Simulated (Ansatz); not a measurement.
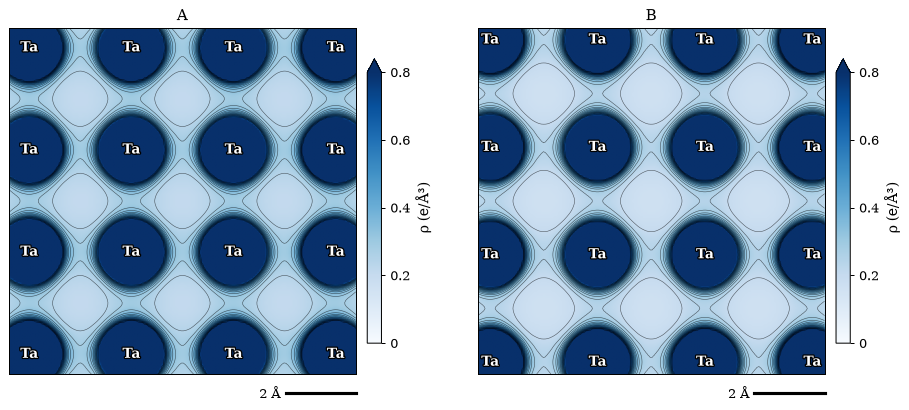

Ta. The valence pseudo-density of two cells that differ in size, on the (110) plane of each (indices in the axes of the calculation cell), at one length scale and on one colour scale; one has 17.4 and the other 20.2 Å³ an atom.

Space group Fm-3m; computed without spin polarisation.

These are results of DFT r2SCAN, scalar-relativistic, plane waves, PAW (Ansatz 0.2.0), not measurements.

Core electrons are frozen (PAW), and the valence fields are smoothed inside the atomic spheres.

**Which is the denser cell? Describe the effect of the change.**

Panel A is the smaller cell, by 14 % in volume. From the larger cell to the smaller, Ta–Ta goes from 3.06 to 2.91 Å, and the density at its midpoint from 0.24 to 0.29 e/Å³; the pressure goes from −14 to 15 GPa.
